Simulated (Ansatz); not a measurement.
## Molecular dynamics, with input and output: HfO2 (part 1 of 6)

System: HfO2 (disordered cell, 15 atoms in the cell).
Method: DFT PBE, scalar-relativistic, plane waves, PAW, no spin polarisation (Ansatz 0.2.0).

It belongs to a series of runs on one base structure; here: Langevin dynamics at 1200 K from the last frame before. Figures and captions count atoms from 1; the log counts them from 0 in places.

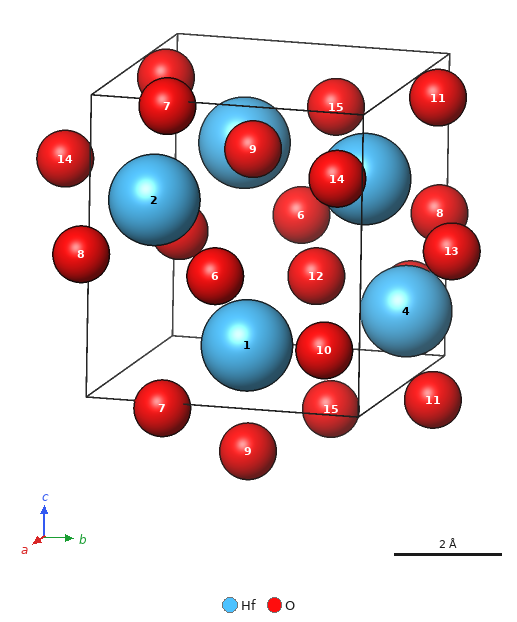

The structure as given in the input (spheres-only view of the cell of the calculation, seen slightly off an axis; bonded neighbours outside the cell are drawn too; atoms are numbered from 1 in the order of the input). An atom can appear more than once, as a periodic image.

Input:
```yaml
crystal:
  lattice:
    - [5.858683, 0.12881, -0.176391]
    - [0.12881, 5.414742, -0.017983]
    - [-0.176391, -0.017983, 5.758233]
  atoms:
    - { symbol: Hf, position: [0.763876409, 0.5129358028, 0.1571423277] }
    - { symbol: Hf, position: [0.8588125855, 0.1938115139, 0.6364842099] }
    - { symbol: Hf, position: [0.3291492918, 0.3554061885, 0.72929389] }
    - { symbol: Hf, position: [0.2431917636, 0.9328450157, 0.1928678422] }
    - { symbol: Hf, position: [0.4819651629, 0.8482421214, 0.6727165329] }
    - { symbol: O, position: [0.0230578145, 0.4732271111, 0.4358669081] }
    - { symbol: O, position: [0.9654938959, 0.2692013751, 0.9735268523] }
    - { symbol: O, position: [0.1493964475, 0.0194333067, 0.5038613013] }
    - { symbol: O, position: [0.6321675178, 0.4822116899, 0.7778426682] }
    - { symbol: O, position: [0.8808945152, 0.8336976144, 0.1854443819] }
    - { symbol: O, position: [0.4631908432, 0.104919856, 0.9554390401] }
    - { symbol: O, position: [0.4592281369, 0.6683003257, 0.3347026758] }
    - { symbol: O, position: [0.561246994, 0.1955135936, 0.47277641] }
    - { symbol: O, position: [0.7922995215, 0.8432500772, 0.7362510276] }
    - { symbol: O, position: [0.2806564206, 0.674015168, 0.8592803762] }
  symmetry: { detect: false }
basis:
  ecutwfc: 420
  xc_grid: 1
kpoints:
  mp_grid: { grid: [1, 1, 1], shift: [0.0, 0.0, 0.0] }
hamiltonian:
  xc: pbe
scf:
  occupations: { method: fermi_dirac, width: 0.1034 }
  lower_state_search: "off"
  convergence: { dr2_threshold: 1.0e-05 }
output:
  forces: true
  stress: true
md:
  timestep: 2.0
  n_steps: 200
  ensemble: nvt_langevin
  friction: 0.015
  temperature: 1200.0
  initial_velocities: maxwell_boltzmann
  seed: 3773
```

Launched with:
```bash
ansatz run input.yaml --threads 2 --pin off --max-ram 5120MiB --backend cpu --events-out ev --progress --plain --runs-dir out
```

The program's output:
```
Warning: scf.convergence.dr2_threshold = 1e-5 eV is looser than this run's default, which is 1e-7 eV or tighter. The error in the forces grows as the threshold's square root, so leave the key out unless less accurate forces are enough
Warning: output.stress: scf.convergence.dr2_threshold = 1e-5 eV is looser than the 1.5e-9 eV advised for a printed stress (1e-10 eV for each atom of the cell: 15). What an SCF threshold leaves in a stress goes as its square root, and in the free energy as the threshold itself, and one threshold admits the most on a small cell: of the crystals measured, under no hybrid functional and no lock of the moments, on runs that ended without the residual-converged pass, on stresses that held no estimate of that error, the worst erred by over 100 MPa in a component at 1e-7 eV an atom and by under 5 at 1e-10. Set scf.convergence.dr2_threshold to 1.5e-9 eV or tighter. The threshold is an SCF's pass mark: one that does not reach it within its budget of iterations ends unconverged, or closes short of it on a stop that the run arms, and scf.convergence.dr2_threshold's page says what that costs each kind of run
Engine: ansatz 0.2.0, x86_64-unknown-linux-gnu
Pseudopotentials: kind: paw
Pseudopotential: Hf, paw, valence charge 26, recommended cutoff 420 eV (normal), Hf.paw.azcp
Pseudopotential: O, paw, valence charge 6, recommended cutoff 420 eV (normal), O.paw.azcp
Functional definition: PBE
  parameter kappa = 0.804
  parameter beta = 0.06672455060314922
  exchange = pbe_x(kappa = kappa, mu = beta*pi^2/3)
  correlation = pbe_c(beta = beta)
Crystal: 15 atoms, lattice volume = 182.405 Å³
Basis set: ecut = 420 eV, 3555 PW (Γ)
Bands: 114, of which v1, the nominal top of the filled ones, is band 95 counted from 1 (94 counted from 0)
Symmetry: 1 space group operations
k-points: 1
Non-local potential: Hf, projectors of the file, l = 0: 3, l = 1: 2, l = 2: 2, l = 3: 3
Non-local potential: O, projectors of the file, l = 0: 2, l = 1: 2, l = 2: 1
PAW form: soft (Blöchl's): semilocal exchange-correlation on the pseudo side does not see the compensation charge
PAW one-centre angular grid: Hf, 590 points (default); XC on 64 Gauss nodes
PAW one-centre angular grid: O, 110 points (default); XC on 64 Gauss nodes
Initial density: superposition of atomic densities (neutral atoms: chi_scale 0, normalization atom), corrected by the library's trained network
Initial wavefunctions: pseudopotential atomic-orbital guess
Functional: x = pbe(κ = 0.804, μ = 0.2195149727645171), c = pbe(β = 0.06672455060314922)
SCF iter   1: F=—  HF=-84297.758712 eV  |F-HF|=—  |Δ(HF+E_count)|=         —  Δρ=9.50e-3  dr2=1.17e-1  ethr=1.77e-3  ⟨swp⟩=5.0  Hψ=363  notcnv=0  defer=1
preconditioner: auto → Resta (q_TF=auto, 2.747 Å⁻¹)  ε∞=5.5  [insulator: Δε(μ)=3.121 eV  Ē_g=17.424 eV  σ=0.103 eV  W_gap=1.00  n_scr=70 (ndim 8)  ℏωp=36.9 eV  f_vac=0.083  D(μ)=0.00/eV (n_scr^D=0)  ε∞_Penn≈5.5]
SCF iter   2: F=—  HF=-84297.740261 eV  |F-HF|=—  |Δ(HF+E_count)|=   1.85e-2  Δρ=4.88e-3  dr2=2.42e-2  ethr=6.14e-5  ⟨swp⟩=2.0  Hψ=198  notcnv=0  defer=1
SCF iter   3: F=—  HF=-84297.738618 eV  |F-HF|=—  |Δ(HF+E_count)|=   1.64e-3  Δρ=2.21e-3  dr2=7.83e-3  ethr=1.27e-5  ⟨swp⟩=2.0  Hψ=174  notcnv=0  defer=1
SCF iter   4: F=—  HF=-84297.738798 eV  |F-HF|=—  |Δ(HF+E_count)|=   1.80e-4  Δρ=5.79e-4  dr2=6.79e-4  ethr=4.12e-6  ⟨swp⟩=2.0  Hψ=180  notcnv=0  defer=1
SCF iter   5: F=—  HF=-84297.738918 eV  |F-HF|=—  |Δ(HF+E_count)|=   1.19e-4  Δρ=3.53e-4  dr2=2.29e-4  ethr=3.57e-7  ⟨swp⟩=2.0  Hψ=201  notcnv=0  defer=1
SCF iter   6: F=—  HF=-84297.738914 eV  |F-HF|=—  |Δ(HF+E_count)|=   3.06e-6  Δρ=8.64e-5  dr2=1.83e-5  ethr=1.21e-7  ⟨swp⟩=2.0  Hψ=192  notcnv=0  defer=1
SCF iter   7: F=-84297.738924 eV  HF=-84297.738929 eV  |F-HF|=4.93e-6  |Δ(HF+E_count)|=   1.42e-5  Δρ=6.37e-5  dr2=6.86e-6  ethr=5.26e-9  ⟨swp⟩=5.0  Hψ=421  notcnv=0
SCF 1 converged in 7 iterations: F = -84297.738924 eV  dr2 = 6.86e-6
  greatest PAW one-centre occupation: 0.999 electrons in one spin orbital (limit 2), on the Hf atom at site 3 (counted from 0), in its partial waves of l = 0
md step     0: t =     0.00 fs  T =  1120.0 K  F+E_penalty+E_count = -84297.73892375 eV  E_kin = 2.171568 eV  P_inst = 12.5798 GPa  (7 SCF iters)
Initial density: handed on by an earlier stage of this run
Initial wavefunctions: those handed on with the density
iter 1 solved again at ethr=9.15e-6 eV; its pass at ethr=3.10e-3 eV (dr2=1.74e-2 eV) is discarded
SCF iter   1: F=—  HF=-84297.885269 eV  |F-HF|=—  |Δ(HF+E_count)|=         —  Δρ=3.82e-3  dr2=1.71e-2  ethr=9.15e-6  ⟨swp⟩=2.0  Hψ=586  notcnv=0
preconditioner: auto → Resta (q_TF=auto, 2.747 Å⁻¹)  ε∞=5.5  [insulator: Δε(μ)=2.935 eV  Ē_g=17.424 eV  σ=0.103 eV  W_gap=1.00  n_scr=70 (ndim 8)  ℏωp=36.9 eV  f_vac=0.089  D(μ)=0.00/eV (n_scr^D=0)  ε∞_Penn≈5.5]
SCF iter   2: F=—  HF=-84297.882350 eV  |F-HF|=—  |Δ(HF+E_count)|=   2.92e-3  Δρ=1.95e-3  dr2=4.31e-3  ethr=8.99e-6  ⟨swp⟩=2.0  Hψ=131  notcnv=0
SCF iter   3: F=—  HF=-84297.881776 eV  |F-HF|=—  |Δ(HF+E_count)|=   5.74e-4  Δρ=7.80e-4  dr2=1.01e-3  ethr=2.27e-6  ⟨swp⟩=2.0  Hψ=187  notcnv=0
SCF iter   4: F=—  HF=-84297.881576 eV  |F-HF|=—  |Δ(HF+E_count)|=   2.00e-4  Δρ=2.00e-4  dr2=8.67e-5  ethr=5.32e-7  ⟨swp⟩=2.0  Hψ=187  notcnv=0
SCF iter   5: F=—  HF=-84297.881586 eV  |F-HF|=—  |Δ(HF+E_count)|=   1.01e-5  Δρ=1.15e-4  dr2=2.53e-5  ethr=4.56e-8  ⟨swp⟩=2.0  Hψ=209  notcnv=0
SCF iter   6: F=-84297.881582 eV  HF=-84297.881583 eV  |F-HF|=5.33e-7  |Δ(HF+E_count)|=   3.27e-6  Δρ=4.11e-5  dr2=3.37e-6  ethr=5.26e-9  ⟨swp⟩=5.0  Hψ=417  notcnv=0
SCF 2 converged in 6 iterations: F = -84297.881582 eV  dr2 = 3.37e-6
[... from here on the iterations of each SCF are left out, up to the last one ...]
md step     1: t =     2.00 fs  T =  1160.4 K  F+E_penalty+E_count = -84297.88158231 eV  E_kin = 2.249856 eV  P_inst = 12.4651 GPa  (6 SCF iters)
[... from here on the SCF iterations and repeated set-up lines of each step are left out, up to the last step ...]
SCF 3 converged in 6 iterations: F = -84298.062737 eV  dr2 = 3.33e-6
md step     2: t =     4.00 fs  T =  1060.6 K  F+E_penalty+E_count = -84298.06273670 eV  E_kin = 2.056430 eV  P_inst = 12.2341 GPa  (6 SCF iters)
SCF 4 converged in 6 iterations: F = -84298.267034 eV  dr2 = 3.62e-6
md step     3: t =     6.00 fs  T =  1278.5 K  F+E_penalty+E_count = -84298.26703431 eV  E_kin = 2.478876 eV  P_inst = 12.5732 GPa  (6 SCF iters)
SCF 5 converged in 6 iterations: F = -84298.460125 eV  dr2 = 3.59e-6
md step     4: t =     8.00 fs  T =  1339.7 K  F+E_penalty+E_count = -84298.46012477 eV  E_kin = 2.597451 eV  P_inst = 12.8638 GPa  (6 SCF iters)
SCF 6 converged in 4 iterations: F = -84298.617443 eV  dr2 = 1.78e-6
md step     5: t =    10.00 fs  T =  1373.6 K  F+E_penalty+E_count = -84298.61744312 eV  E_kin = 2.663180 eV  P_inst = 13.1608 GPa  (4 SCF iters)
SCF 7 converged in 4 iterations: F = -84298.716640 eV  dr2 = 1.77e-6
md step     6: t =    12.00 fs  T =  1271.8 K  F+E_penalty+E_count = -84298.71663967 eV  E_kin = 2.465873 eV  P_inst = 13.3296 GPa  (4 SCF iters)
SCF 8 converged in 4 iterations: F = -84298.759325 eV  dr2 = 2.18e-6
md step     7: t =    14.00 fs  T =  1270.8 K  F+E_penalty+E_count = -84298.75932518 eV  E_kin = 2.464030 eV  P_inst = 13.5972 GPa  (4 SCF iters)
SCF 9 converged in 4 iterations: F = -84298.786023 eV  dr2 = 3.54e-6
md step     8: t =    16.00 fs  T =  1146.1 K  F+E_penalty+E_count = -84298.78602317 eV  E_kin = 2.222188 eV  P_inst = 13.7392 GPa  (4 SCF iters)
SCF 10 converged in 4 iterations: F = -84298.821642 eV  dr2 = 3.59e-6
md step     9: t =    18.00 fs  T =  1253.0 K  F+E_penalty+E_count = -84298.82164152 eV  E_kin = 2.429533 eV  P_inst = 14.2882 GPa  (4 SCF iters)
SCF 11 converged in 6 iterations: F = -84298.845588 eV  dr2 = 2.83e-6
md step    10: t =    20.00 fs  T =  1358.6 K  F+E_penalty+E_count = -84298.84558804 eV  E_kin = 2.634126 eV  P_inst = 15.0573 GPa  (6 SCF iters)
SCF 12 converged in 4 iterations: F = -84298.828030 eV  dr2 = 3.37e-6
md step    11: t =    22.00 fs  T =  1441.7 K  F+E_penalty+E_count = -84298.82803010 eV  E_kin = 2.795221 eV  P_inst = 15.7534 GPa  (4 SCF iters)
SCF 13 converged in 4 iterations: F = -84298.768475 eV  dr2 = 4.78e-6
md step    12: t =    24.00 fs  T =  1462.4 K  F+E_penalty+E_count = -84298.76847454 eV  E_kin = 2.835464 eV  P_inst = 16.1192 GPa  (4 SCF iters)
SCF 14 converged in 4 iterations: F = -84298.694278 eV  dr2 = 6.50e-6
md step    13: t =    26.00 fs  T =  1436.6 K  F+E_penalty+E_count = -84298.69427779 eV  E_kin = 2.785410 eV  P_inst = 16.2552 GPa  (4 SCF iters)
SCF 15 converged in 4 iterations: F = -84298.670041 eV  dr2 = 4.50e-6
md step    14: t =    28.00 fs  T =  1400.6 K  F+E_penalty+E_count = -84298.67004056 eV  E_kin = 2.715687 eV  P_inst = 16.0611 GPa  (4 SCF iters)
SCF 16 converged in 4 iterations: F = -84298.683623 eV  dr2 = 2.79e-6
md step    15: t =    30.00 fs  T =  1500.7 K  F+E_penalty+E_count = -84298.68362282 eV  E_kin = 2.909768 eV  P_inst = 15.8045 GPa  (4 SCF iters)
SCF 17 converged in 4 iterations: F = -84298.691990 eV  dr2 = 5.13e-6
md step    16: t =    32.00 fs  T =  1551.7 K  F+E_penalty+E_count = -84298.69199012 eV  E_kin = 3.008649 eV  P_inst = 15.4469 GPa  (4 SCF iters)
SCF 18 converged in 4 iterations: F = -84298.689612 eV  dr2 = 3.31e-6
md step    17: t =    34.00 fs  T =  1443.4 K  F+E_penalty+E_count = -84298.68961213 eV  E_kin = 2.798621 eV  P_inst = 14.8330 GPa  (4 SCF iters)
SCF 19 converged in 4 iterations: F = -84298.635254 eV  dr2 = 2.36e-6
md step    18: t =    36.00 fs  T =  1356.7 K  F+E_penalty+E_count = -84298.63525380 eV  E_kin = 2.630513 eV  P_inst = 14.3349 GPa  (4 SCF iters)
SCF 20 converged in 4 iterations: F = -84298.532202 eV  dr2 = 2.61e-6
md step    19: t =    38.00 fs  T =  1448.9 K  F+E_penalty+E_count = -84298.53220191 eV  E_kin = 2.809354 eV  P_inst = 14.1465 GPa  (4 SCF iters)
SCF 21 converged in 6 iterations: F = -84298.377212 eV  dr2 = 2.30e-6
md step    20: t =    40.00 fs  T =  1419.6 K  F+E_penalty+E_count = -84298.37721224 eV  E_kin = 2.752463 eV  P_inst = 14.0051 GPa  (6 SCF iters)
SCF 22 converged in 4 iterations: F = -84298.192746 eV  dr2 = 1.98e-6
md step    21: t =    42.00 fs  T =  1380.7 K  F+E_penalty+E_count = -84298.19274556 eV  E_kin = 2.676969 eV  P_inst = 13.9857 GPa  (4 SCF iters)
SCF 23 converged in 4 iterations: F = -84298.042000 eV  dr2 = 2.98e-6
md step    22: t =    44.00 fs  T =  1417.0 K  F+E_penalty+E_count = -84298.04199962 eV  E_kin = 2.747473 eV  P_inst = 13.8498 GPa  (4 SCF iters)
SCF 24 converged in 5 iterations: F = -84297.982463 eV  dr2 = 1.55e-6
md step    23: t =    46.00 fs  T =  1343.6 K  F+E_penalty+E_count = -84297.98246314 eV  E_kin = 2.605098 eV  P_inst = 13.2022 GPa  (5 SCF iters)
SCF 25 converged in 4 iterations: F = -84298.017365 eV  dr2 = 3.62e-6
md step    24: t =    48.00 fs  T =  1144.7 K  F+E_penalty+E_count = -84298.01736546 eV  E_kin = 2.219473 eV  P_inst = 12.1178 GPa  (4 SCF iters)
SCF 26 converged in 4 iterations: F = -84298.153438 eV  dr2 = 1.78e-6
md step    25: t =    50.00 fs  T =  1326.1 K  F+E_penalty+E_count = -84298.15343827 eV  E_kin = 2.571252 eV  P_inst = 11.1088 GPa  (4 SCF iters)
SCF 27 converged in 4 iterations: F = -84298.361086 eV  dr2 = 3.92e-6
md step    26: t =    52.00 fs  T =  1443.5 K  F+E_penalty+E_count = -84298.36108591 eV  E_kin = 2.798890 eV  P_inst = 9.8959 GPa  (4 SCF iters)
SCF 28 converged in 4 iterations: F = -84298.572332 eV  dr2 = 5.60e-6
md step    27: t =    54.00 fs  T =  1537.8 K  F+E_penalty+E_count = -84298.57233229 eV  E_kin = 2.981544 eV  P_inst = 9.0332 GPa  (4 SCF iters)
SCF 29 converged in 4 iterations: F = -84298.750033 eV  dr2 = 2.80e-6
md step    28: t =    56.00 fs  T =  1679.7 K  F+E_penalty+E_count = -84298.75003273 eV  E_kin = 3.256779 eV  P_inst = 8.7057 GPa  (4 SCF iters)
SCF 30 converged in 4 iterations: F = -84298.858918 eV  dr2 = 2.20e-6
md step    29: t =    58.00 fs  T =  1593.3 K  F+E_penalty+E_count = -84298.85891837 eV  E_kin = 3.089174 eV  P_inst = 8.6103 GPa  (4 SCF iters)
SCF 31 converged in 6 iterations: F = -84298.883175 eV  dr2 = 3.30e-6
md step    30: t =    60.00 fs  T =  1473.0 K  F+E_penalty+E_count = -84298.88317477 eV  E_kin = 2.855981 eV  P_inst = 8.9485 GPa  (6 SCF iters)
SCF 32 converged in 4 iterations: F = -84298.828661 eV  dr2 = 1.59e-6
md step    31: t =    62.00 fs  T =  1420.0 K  F+E_penalty+E_count = -84298.82866093 eV  E_kin = 2.753272 eV  P_inst = 9.7320 GPa  (4 SCF iters)
SCF 33 converged in 4 iterations: F = -84298.733886 eV  dr2 = 3.42e-6
md step    32: t =    64.00 fs  T =  1344.5 K  F+E_penalty+E_count = -84298.73388583 eV  E_kin = 2.606775 eV  P_inst = 10.7664 GPa  (4 SCF iters)
SCF 34 converged in 4 iterations: F = -84298.623715 eV  dr2 = 2.02e-6
md step    33: t =    66.00 fs  T =  1247.8 K  F+E_penalty+E_count = -84298.62371492 eV  E_kin = 2.419364 eV  P_inst = 11.9645 GPa  (4 SCF iters)
SCF 35 converged in 4 iterations: F = -84298.498718 eV  dr2 = 3.90e-6
md step    34: t =    68.00 fs  T =  1256.9 K  F+E_penalty+E_count = -84298.49871817 eV  E_kin = 2.437027 eV  P_inst = 13.2157 GPa  (4 SCF iters)
SCF 36 converged in 4 iterations: F = -84298.392637 eV  dr2 = 5.60e-6
md step    35: t =    70.00 fs  T =  1153.4 K  F+E_penalty+E_count = -84298.39263683 eV  E_kin = 2.236252 eV  P_inst = 14.1057 GPa  (4 SCF iters)
SCF 37 converged in 4 iterations: F = -84298.297104 eV  dr2 = 3.99e-6
md step    36: t =    72.00 fs  T =  1187.0 K  F+E_penalty+E_count = -84298.29710443 eV  E_kin = 2.301381 eV  P_inst = 15.0587 GPa  (4 SCF iters)
SCF 38 converged in 4 iterations: F = -84298.212361 eV  dr2 = 4.28e-6
md step    37: t =    74.00 fs  T =  1084.1 K  F+E_penalty+E_count = -84298.21236123 eV  E_kin = 2.101869 eV  P_inst = 15.7903 GPa  (4 SCF iters)
SCF 39 converged in 4 iterations: F = -84298.156247 eV  dr2 = 3.03e-6
md step    38: t =    76.00 fs  T =  1097.4 K  F+E_penalty+E_count = -84298.15624663 eV  E_kin = 2.127742 eV  P_inst = 16.5707 GPa  (4 SCF iters)
SCF 40 converged in 4 iterations: F = -84298.100834 eV  dr2 = 3.35e-6
md step    39: t =    78.00 fs  T =  1081.7 K  F+E_penalty+E_count = -84298.10083385 eV  E_kin = 2.097349 eV  P_inst = 17.2801 GPa  (4 SCF iters)
SCF 41 converged in 6 iterations: F = -84298.052996 eV  dr2 = 2.57e-6
md step    40: t =    80.00 fs  T =  1161.2 K  F+E_penalty+E_count = -84298.05299612 eV  E_kin = 2.251443 eV  P_inst = 18.0183 GPa  (6 SCF iters)
SCF 42 converged in 4 iterations: F = -84298.073959 eV  dr2 = 4.58e-6
md step    41: t =    82.00 fs  T =  1168.8 K  F+E_penalty+E_count = -84298.07395886 eV  E_kin = 2.266186 eV  P_inst = 18.4431 GPa  (4 SCF iters)
SCF 43 converged in 4 iterations: F = -84298.169534 eV  dr2 = 2.77e-6
md step    42: t =    84.00 fs  T =  1245.3 K  F+E_penalty+E_count = -84298.16953420 eV  E_kin = 2.414550 eV  P_inst = 18.6734 GPa  (4 SCF iters)
SCF 44 converged in 4 iterations: F = -84298.286208 eV  dr2 = 3.20e-6
md step    43: t =    86.00 fs  T =  1379.0 K  F+E_penalty+E_count = -84298.28620814 eV  E_kin = 2.673711 eV  P_inst = 18.7016 GPa  (4 SCF iters)
SCF 45 converged in 4 iterations: F = -84298.358877 eV  dr2 = 7.05e-6
md step    44: t =    88.00 fs  T =  1339.1 K  F+E_penalty+E_count = -84298.35887710 eV  E_kin = 2.596413 eV  P_inst = 18.3411 GPa  (4 SCF iters)
SCF 46 converged in 4 iterations: F = -84298.386508 eV  dr2 = 2.96e-6
md step    45: t =    90.00 fs  T =  1369.3 K  F+E_penalty+E_count = -84298.38650808 eV  E_kin = 2.654979 eV  P_inst = 17.9962 GPa  (4 SCF iters)
SCF 47 converged in 4 iterations: F = -84298.373682 eV  dr2 = 2.47e-6
md step    46: t =    92.00 fs  T =  1599.3 K  F+E_penalty+E_count = -84298.37368159 eV  E_kin = 3.100938 eV  P_inst = 17.8322 GPa  (4 SCF iters)
SCF 48 converged in 4 iterations: F = -84298.321591 eV  dr2 = 3.13e-6
md step    47: t =    94.00 fs  T =  1490.1 K  F+E_penalty+E_count = -84298.32159131 eV  E_kin = 2.889104 eV  P_inst = 17.2974 GPa  (4 SCF iters)
SCF 49 converged in 4 iterations: F = -84298.268782 eV  dr2 = 4.67e-6
md step    48: t =    96.00 fs  T =  1515.3 K  F+E_penalty+E_count = -84298.26878247 eV  E_kin = 2.938016 eV  P_inst = 16.9110 GPa  (4 SCF iters)
SCF 50 converged in 4 iterations: F = -84298.232882 eV  dr2 = 3.84e-6
md step    49: t =    98.00 fs  T =  1577.8 K  F+E_penalty+E_count = -84298.23288210 eV  E_kin = 3.059112 eV  P_inst = 16.6039 GPa  (4 SCF iters)
SCF 51 converged in 6 iterations: F = -84298.233185 eV  dr2 = 3.38e-6
md step    50: t =   100.00 fs  T =  1647.6 K  F+E_penalty+E_count = -84298.23318451 eV  E_kin = 3.194534 eV  P_inst = 16.2881 GPa  (6 SCF iters)
SCF 52 converged in 4 iterations: F = -84298.248807 eV  dr2 = 2.33e-6
md step    51: t =   102.00 fs  T =  1647.3 K  F+E_penalty+E_count = -84298.24880716 eV  E_kin = 3.193889 eV  P_inst = 15.9307 GPa  (4 SCF iters)
SCF 53 converged in 4 iterations: F = -84298.268823 eV  dr2 = 1.53e-6
md step    52: t =   104.00 fs  T =  1669.7 K  F+E_penalty+E_count = -84298.26882280 eV  E_kin = 3.237305 eV  P_inst = 15.6780 GPa  (4 SCF iters)
SCF 54 converged in 4 iterations: F = -84298.286331 eV  dr2 = 5.06e-6
md step    53: t =   106.00 fs  T =  1500.1 K  F+E_penalty+E_count = -84298.28633133 eV  E_kin = 2.908584 eV  P_inst = 15.1913 GPa  (4 SCF iters)
SCF 55 converged in 4 iterations: F = -84298.287990 eV  dr2 = 3.40e-6
```
